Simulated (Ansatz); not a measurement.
## Run report: KI, band-structure calculation

The run: band-structure calculation of KI (2 atoms in the cell). Method and program: DFT, r2SCAN, plane waves, PAW, no spin polarisation (Ansatz 0.2.0).

The structure was built on a prototype by a generator. The geometry comes from this level: r2SCAN (a point of a series of strains). It belongs to a series of runs on one base structure; here: epitaxial_xy strain -1.5%. Figures and captions count atoms from 1; the log counts them from 0 in places.

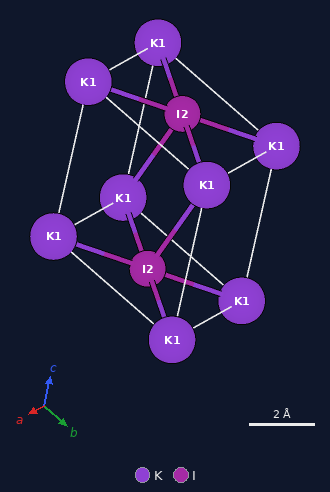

Fig. 1: The input geometry (ball-and-stick view of the reduced cell, seen slightly off an axis; atoms are numbered from 1 in the order of the input). An atom can appear more than once, as a periodic image. Near neighbours in the periodic cell (some may lie outside the picture): K has 6 I at 3.49 to 3.56 Å; I has 6 K at 3.49 to 3.56 Å.

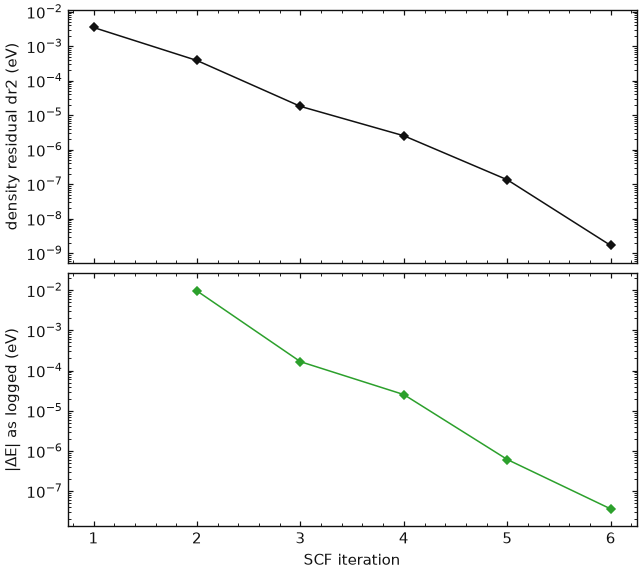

Fig. 2: Convergence of the self-consistent field: density residual dr2 and size of the energy change against the SCF iteration. The residual falls at every step.

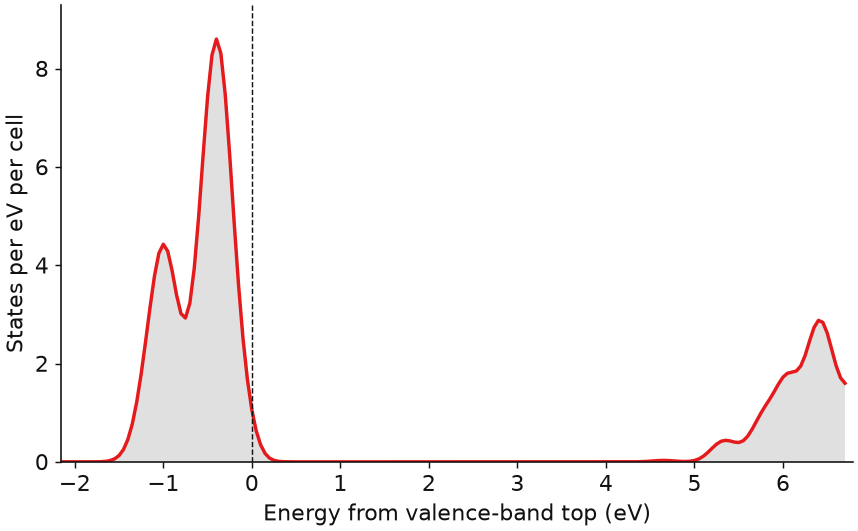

Fig. 3: Density of states (the curve is built from the levels of the k mesh with Gaussians 0.3 eV wide, which also blur the band edges), with energies from the valence-band top. There is a gap of 4.65 eV on the k-point mesh. Small ripples come from the finite k-point mesh.

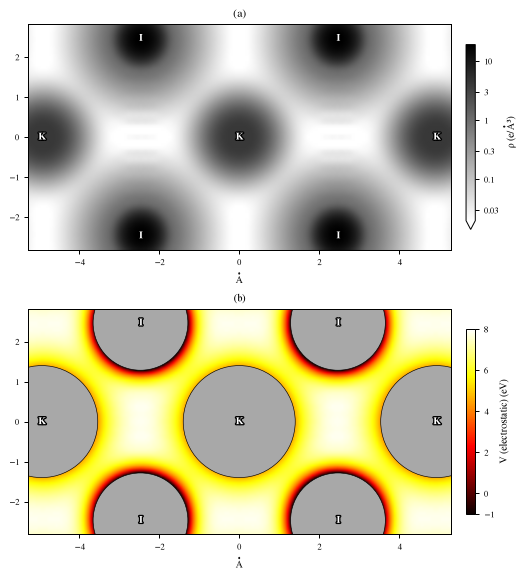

Fig. 4: (a) valence charge density (pseudo); (b) electrostatic potential energy of an electron on the (001) plane of the conventional cell. Grey discs, where drawn, cover atomic cores. The section cuts through K and I sites. K–I (3.49 Å): the density is about 0.09 e/Å³ at the midpoint, with its minimum of 0.07 e/Å³ about 1.5 Å from K. Away from the nuclei the density in this plane falls to 0.01 e/Å³ at its lowest. Outside the cores the potential energy rises away from the atoms and is highest about 2.1 Å from the nearest atoms; outside the discs it spans about 8 eV, and its zero is arbitrary. The fields are those of the smooth PAW valence density.

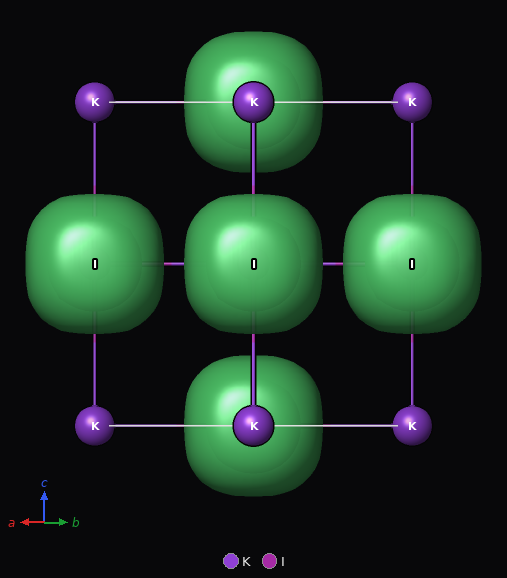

Fig. 5: Isosurface of the electron localisation function at 0.7 (green), seen along [110]. Only the valence region is drawn (cores and ρ < 0.01 e/Å³ removed). Sticks mark near contacts. The outline is the cell set on symmetry axes. Along the contacts the grid gives the following.

The input that produced these results follows, with the program's output.

**The input**
```yaml
crystal:
  lattice:
    - [0.0, 3.4911199532, 3.5584596515]
    - [3.4911199532, 0.0, 3.5584596515]
    - [3.4911199532, 3.4911199532, 0.0]
  atoms:
    - { symbol: K, position: [0.0, 0.0, 0.0] }
    - { symbol: I, position: [0.5, 0.5, 0.5] }
kpoints:
  mp_grid: { grid: [6, 6, 6] }
  band_path:
    path:
      - [0.0, 0.0, 0.0]
      - [0.5, 0.0, 0.5]
      - [0.625, 0.25, 0.625]
      - [0.375, 0.375, 0.75]
      - [0.5, 0.5, 0.5]
      - [0.5, 0.25, 0.75]
    npoints: 1
hamiltonian:
  xc: r2scan
scf:
  occupations: { method: fixed }
  n_extra_bands: 4
output:
  forces: true
  stress: true
  eigenvalues: true
  write_density: true
  write_potential: true
  elf: true
  volumetric_format: npy
```

Command:
```bash
ansatz run input.yaml --threads 4 --pin off --max-ram 4608MiB --backend cpu --events-out ev --progress --plain --runs-dir out
```

**The program's output**
```
scf.n_extra_bands = 4 over 13 filled bands (N_el = 26.0): the run solves 17 bands
Engine: ansatz 0.2.0, x86_64-unknown-linux-gnu
Pseudopotentials: kind: paw
Pseudopotential: K, paw, valence charge 9, recommended cutoff 500 eV (meta_gga), K.paw.azcp
Pseudopotential: I, paw, valence charge 17, recommended cutoff 500 eV (meta_gga), I.paw.azcp
Functional definition: r2SCAN
  parameter k0 = 0.174
  parameter k1 = 0.065
  parameter a1 = 4.9479
  exchange = r2scan_x(k0 = k0, k1 = k1, a1 = a1)
  correlation = r2scan_c
Crystal: 2 atoms, lattice volume = 86.740 Å³
Basis set: ecut = 500 eV, 2173 PW (Γ), exchange–correlation on 160×160×160 points (64 copies of the dense FFT grid, shifted against one another)
Bands: 17, of which v1, the nominal top of the filled ones, is band 13 counted from 1 (12 counted from 0)
Symmetry: 16 space group operations
Space group: I4/mmm (ITA 139), of the structure as read, at distance tolerance 4.4e-5 Å
k-points: 30 of 216
Non-local potential: K, projectors of the file, l = 0: 3, l = 1: 2, l = 2: 2
Non-local potential: I, projectors of the file, l = 0: 2, l = 1: 2, l = 2: 2, l = 3: 2
PAW form: soft (Blöchl's): semilocal exchange-correlation on the pseudo side does not see the compensation charge
PAW frozen core: K, regenerated for the run's functional (the file was generated under x = pbe(κ = 0.804, μ = 0.2195149727645171), c = pbe(β = 0.06672455060314922))
PAW frozen core: I, regenerated for the run's functional (the file was generated under x = pbe(κ = 0.804, μ = 0.2195149727645171), c = pbe(β = 0.06672455060314922))
PAW one-centre angular grid: K, 302 points (default); XC on 160 Gauss nodes
PAW one-centre angular grid: I, 590 points (default); XC on 160 Gauss nodes
Initial density: superposition of atomic densities (neutral atoms: chi_scale 0, normalization atom), corrected by the library's trained network
Initial wavefunctions: pseudopotential atomic-orbital guess
Functional: x = r2scan, c = r2scan; τ floored in thin density (d = 2e-4 eV/Å³)
SCF iter   1: F=—  HF=-9073.906937 eV  |F-HF|=—  |Δ(HF+E_count)|=         —  Δρ=2.51e-3  dr2=3.49e-3  dr2_τ=6.86e-4  ethr=1.77e-3  ⟨swp⟩=5.2  Hψ=2491  notcnv=0  defer=56
preconditioner: auto → none  [insulator: Δε(μ)=4.672 eV  Ē_g=14.583 eV  n_scr=14 (ndim 8)  ℏωp=14.9 eV  f_vac=0.131  ε∞_Penn≈2.0]
SCF iter   2: F=—  HF=-9073.916494 eV  |F-HF|=—  |Δ(HF+E_count)|=   9.56e-3  Δρ=9.90e-4  dr2=3.85e-4  dr2_τ=3.53e-5  ethr=1.34e-5  ⟨swp⟩=3.9  Hψ=1190  notcnv=0  defer=60
SCF iter   3: F=—  HF=-9073.916659 eV  |F-HF|=—  |Δ(HF+E_count)|=   1.66e-4  Δρ=2.45e-4  dr2=1.80e-5  dr2_τ=3.07e-6  ethr=1.48e-6  ⟨swp⟩=2.0  Hψ=960  notcnv=0  defer=60
SCF iter   4: F=—  HF=-9073.916685 eV  |F-HF|=—  |Δ(HF+E_count)|=   2.52e-5  Δρ=4.72e-5  dr2=2.53e-6  dr2_τ=7.09e-8  ethr=6.92e-8  ⟨swp⟩=2.1  Hψ=759  notcnv=0  defer=59
SCF iter   5: F=—  HF=-9073.916684 eV  |F-HF|=—  |Δ(HF+E_count)|=   6.11e-7  Δρ=1.00e-5  dr2=1.34e-7  dr2_τ=2.79e-8  ethr=9.75e-9  ⟨swp⟩=2.0  Hψ=900  notcnv=0  defer=58
SCF iter   6: F=-9073.916684 eV  HF=-9073.916684 eV  |F-HF|=1.55e-9  |Δ(HF+E_count)|=   3.60e-8  Δρ=2.22e-6  dr2=1.67e-9  dr2_τ=4.21e-10  ethr=3.85e-10  ⟨swp⟩=12.8  Hψ=4251  notcnv=0
SCF 1 converged in 6 iterations: F = -9073.916684 eV  dr2 = 1.67e-9
  greatest PAW one-centre occupation: 0.999 electrons in one spin orbital (limit 2), on the I atom at site 1 (counted from 0), in its partial waves of l = 2
NSCF: frozen V_eff on 6 k-points
SCF converged after 6 iterations
Free energy (F): -9073.916684 eV
Harris-Foulkes:  -9073.916684 eV  (|F-HF|=1.55e-9)
Internal energy: -9073.916684 eV  (E = F + TS)
E sigma→0 (E₀):  -9073.916684 eV
Fermi energy:    2.059027 eV
--- Per-component energies (eV) ---
  E_band       = -540.292977
  E_kinetic    = 442.933003
  E_local      = -2809.677651  (includes V_loc(G=0)·N_el)
  E_nonlocal   = -77.350688
  E_hartree    = 1332.590746
  E_xc         = -255.153139
  E_vxc        = -326.457445  (∫ρ·V_xc dr)
  E_paw        = -5627.532871  (= ΣΔE_a)
  E_vpaw       = -454.393605  (= ΣTr[D̂ρ^β])
  E_aug_tail   = -0.000032  (compensation charges beyond the density's cutoff)
  E_vtau       = 19.473063  (kinetic-family band-sum trace: ∫τ·v_τ [+ j·A + Jᵃ·Aᵃ] dr)
  E_ewald      = -2079.602921
  E_core_change = -0.123132  (= ΣΔE_core)
  E_smearing   = -0.000000  (= −TS)
  E_closure    = 0.000000  (closes the sum)
  Σ components = -9073.916684   (vs F -9073.916684, Δ=0.00e0)
--- Forces (eV/Å), atoms counted from 1 ---
  atom   1  K     -0.00000000     0.00000000     0.00000000
  atom   2  I      0.00000000     0.00000000    -0.00000000
  max |Σ_I F_I| component: 4.42e-29 eV/Å
--- Stress (GPa, compression-positive) ---
        0.577031       0.000000       0.000000
        0.000000       0.577031       0.000000
        0.000000       0.000000       0.002205
  P = ⅓ Tr σ = 0.3854 GPa (3.854 kbar)
--- Band table (eV; the first three rows and the last of 30) ---
  k-point 0: bands = ["-41.5462", "-41.5459", "-41.5423", "-41.5423", "-41.5417", "-27.4980", "-10.2165", "-10.2156", "-10.2156", "-8.7764", "2.0515", "2.0590", "2.0590", "6.7092", "9.0327", "9.1492", "9.1492"]
  k-point 1: bands = ["-41.5462", "-41.5459", "-41.5423", "-41.5422", "-41.5417", "-27.4975", "-10.2648", "-10.2170", "-10.2157", "-8.6910", "1.6368", "1.9591", "1.9656", "7.3290", "9.0073", "9.3875", "9.4564"]
  k-point 2: bands = ["-41.5462", "-41.5459", "-41.5422", "-41.5422", "-41.5417", "-27.4964", "-10.3504", "-10.2186", "-10.2160", "-8.5299", "0.9767", "1.7831", "1.7916", "7.9847", "9.7286", "10.1370", "10.2169"]
  k-point 29: bands = ["-41.5462", "-41.5459", "-41.5422", "-41.5422", "-41.5418", "-27.4952", "-10.2642", "-10.2341", "-10.2341", "-8.6195", "1.0001", "1.6957", "1.6957", "7.4242", "8.6004", "10.8909", "11.5381"]
```

**File rho_z.tsv**
```
# z_ang	rho[e/angstrom^3]
# format = ansatz-planar-average/11
# lattice	0.000000000	3.491119953	3.558459652
# lattice	3.491119953	0.000000000	3.558459652
# lattice	3.491119953	3.491119953	0.000000000
# sites	2
# site	19	0.000000000	0.000000000	0.000000000
# site	53	3.491119953	3.491119953	3.558459652
0.000000	3.389088e-1
0.123430	3.333280e-1
0.246859	3.162743e-1
0.370289	2.877708e-1
0.493719	2.501436e-1
0.617149	2.087289e-1
0.740578	1.701574e-1
0.864008	1.399668e-1
0.987438	1.211996e-1
1.110868	1.141813e-1
1.234297	1.177344e-1
1.357727	1.300334e-1
1.481157	1.489022e-1
1.604586	1.766816e-1
1.728016	2.252685e-1
1.851446	3.077555e-1
1.974876	4.227793e-1
2.098305	5.515178e-1
2.221735	6.676437e-1
2.345165	7.474847e-1
2.468595	7.757825e-1
2.592024	7.474847e-1
2.715454	6.676437e-1
2.838884	5.515178e-1
2.962314	4.227793e-1
3.085743	3.077555e-1
3.209173	2.252685e-1
3.332603	1.766816e-1
3.456032	1.489022e-1
3.579462	1.300334e-1
3.702892	1.177344e-1
3.826322	1.141813e-1
3.949751	1.211996e-1
4.073181	1.399668e-1
4.196611	1.701574e-1
4.320041	2.087289e-1
4.443470	2.501436e-1
4.566900	2.877708e-1
4.690330	3.162743e-1
4.813759	3.333280e-1
```

**File v_z.tsv**
```
# z_ang	v_es[eV]	v_tot[eV]
# format = ansatz-planar-average/11
# xc	r2scan
# density_cutoff_ev	2000
# datasets	K=:simpson_from_first_knot:soft:shift=0	I=:simpson_from_first_knot:soft:shift=0
# lattice	0.000000000	3.491119953	3.558459652
# lattice	3.491119953	0.000000000	3.558459652
# lattice	3.491119953	3.491119953	0.000000000
# sites	2
# site	19	0.000000000	0.000000000	0.000000000
# site	53	3.491119953	3.491119953	3.558459652
0.000000	1.764680e0	-5.636906e0
0.123430	1.845997e0	-5.590983e0
0.246859	2.086701e0	-5.393617e0
0.370289	2.475607e0	-4.984857e0
0.493719	2.989732e0	-4.391653e0
0.617149	3.587920e0	-3.681208e0
0.740578	4.206465e0	-2.958789e0
0.864008	4.762750e0	-2.320657e0
0.987438	5.168602e0	-1.839471e0
1.110868	5.341575e0	-1.636818e0
1.234297	5.247391e0	-1.779284e0
1.357727	4.948388e0	-2.190629e0
1.481157	4.567105e0	-2.781627e0
1.604586	4.219500e0	-3.452455e0
1.728016	3.984686e0	-4.034766e0
1.851446	3.895358e0	-4.408558e0
1.974876	3.943090e0	-4.570563e0
2.098305	4.087579e0	-4.583592e0
2.221735	4.266754e0	-4.523822e0
2.345165	4.411505e0	-4.452082e0
2.468595	4.466784e0	-4.419424e0
2.592024	4.411505e0	-4.452082e0
2.715454	4.266754e0	-4.523822e0
2.838884	4.087579e0	-4.583592e0
2.962314	3.943090e0	-4.570563e0
3.085743	3.895358e0	-4.408558e0
3.209173	3.984686e0	-4.034766e0
3.332603	4.219500e0	-3.452455e0
3.456032	4.567105e0	-2.781627e0
3.579462	4.948388e0	-2.190629e0
3.702892	5.247391e0	-1.779284e0
3.826322	5.341575e0	-1.636818e0
3.949751	5.168602e0	-1.839471e0
4.073181	4.762750e0	-2.320657e0
4.196611	4.206465e0	-2.958789e0
4.320041	3.587920e0	-3.681208e0
4.443470	2.989732e0	-4.391653e0
4.566900	2.475607e0	-4.984857e0
4.690330	2.086701e0	-5.393617e0
4.813759	1.845997e0	-5.590983e0
```

**Summary**

- outcome: converged
- space group (tolerance 0.01 Å): I4/mmm (139)
- electrons treated: 26
- free energy: −9073.9167 eV
- Fermi energy: 2.059 eV
- gap on the k-point mesh: 4.65 eV
- pressure: 0.39 GPa
- largest force (length of the vector): under 0.001 eV/Å
- hardware: 4 threads of AMD EPYC (Zen 3), 189 GiB of memory available, shared host
- wall time: 4.8 s (CPU time 15 s)
- peak memory: 0.68 GiB

**Notes**

Spin-orbit coupling is left out, which matters for I.
